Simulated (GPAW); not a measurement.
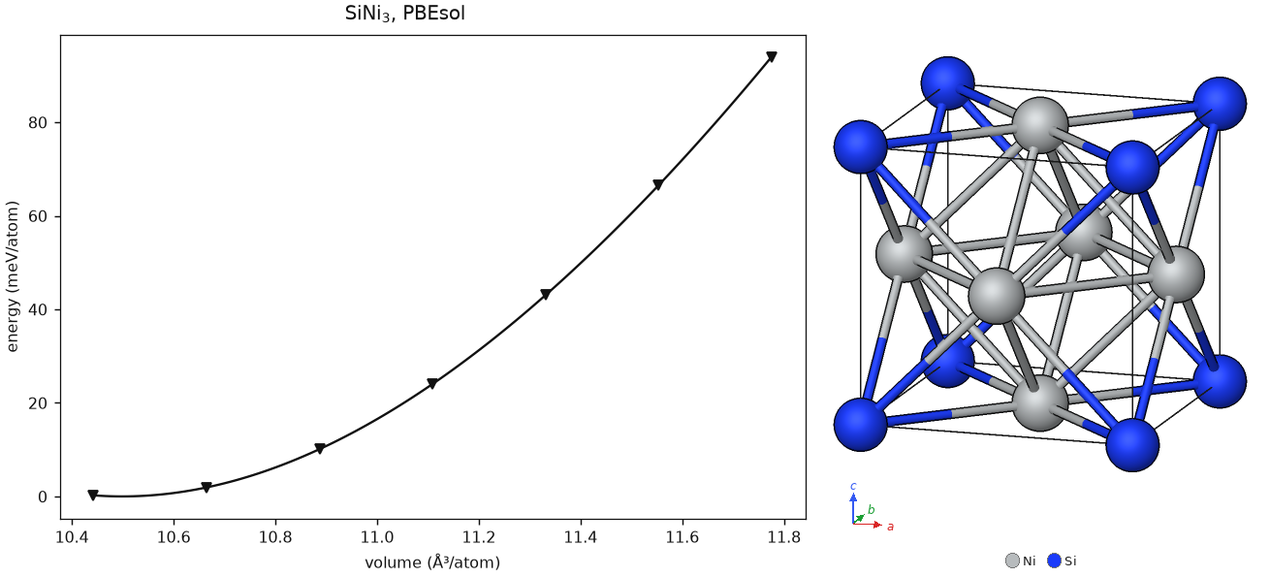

The figure shows the energy against volume for SiNi₃, space group Pm-3m (No. 221). The conventional cell is drawn beside the plot.

Structure:
```cif
data_structure
_symmetry_space_group_name_H-M 'P 1'
_symmetry_Int_Tables_number 1
_cell_length_a 3.5420
_cell_length_b 3.5420
_cell_length_c 3.5420
_cell_angle_alpha 90.000
_cell_angle_beta 90.000
_cell_angle_gamma 90.000
_cell_volume 44.44
loop_
_atom_site_label
_atom_site_type_symbol
_atom_site_fract_x
_atom_site_fract_y
_atom_site_fract_z
_atom_site_occupancy
Ni1 Ni 0.50000 0.50000 0.00000 1
Ni2 Ni 0.50000 0.00000 0.50000 1
Ni3 Ni 0.00000 0.50000 0.50000 1
Si1 Si 0.00000 0.00000 0.00000 1
```

Computed with GPAW 26.7.0: PAW DFT in plane waves, on a grid or in atomic orbitals, collinear spins; energies at scaled volumes of the given cell, shape and fractions fixed, counted from the fit's minimum, third-order Birch-Murnaghan fit. Level: PBEsol, collinear spin.

```json
{"setting": "k mesh", "value": "8×8×8"}
{"setting": "occupations", "value": "Fermi–Dirac"}
{"setting": "smearing width", "value": "0.05 eV"}
{"setting": "potentials", "value": "PAW data sets made by gpaw setup for the functional"}
{"setting": "wave cutoff", "value": "600 eV"}
{"setting": "program settings", "value": "basis pw"}
```

This calculation gives: equilibrium volume 10.50 Å³/atom and bulk modulus 242 GPa.

Now Si is replaced by Al on all its sites, which gives AlNi₃ in the same structure. What happens?

The equilibrium volume rises from 10.50 to 11.01 Å³/atom (+4.9 %) and the bulk modulus falls from 242 to 205 GPa (−15 %).

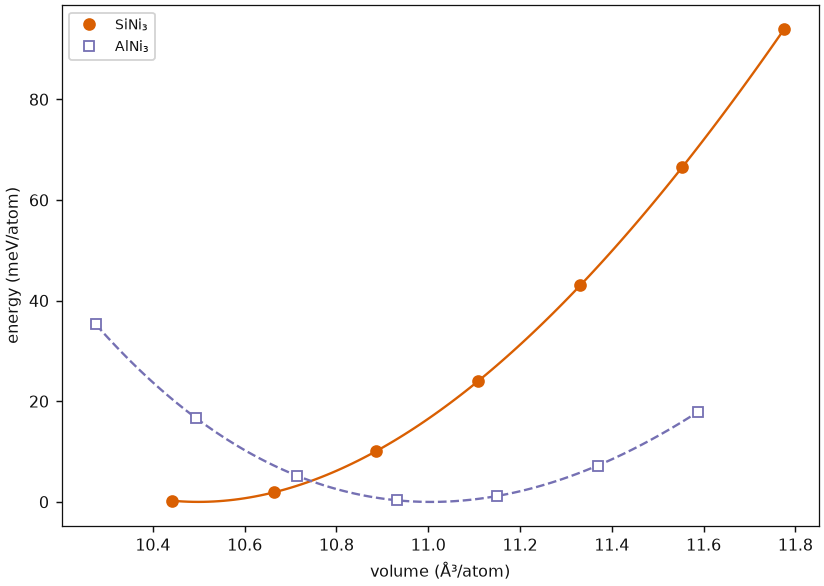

The two results together.

For both, limits of the calculation: nickel data set pressure off other codes.

V0 and the bulk modulus come from third-order Birch–Murnaghan fits.
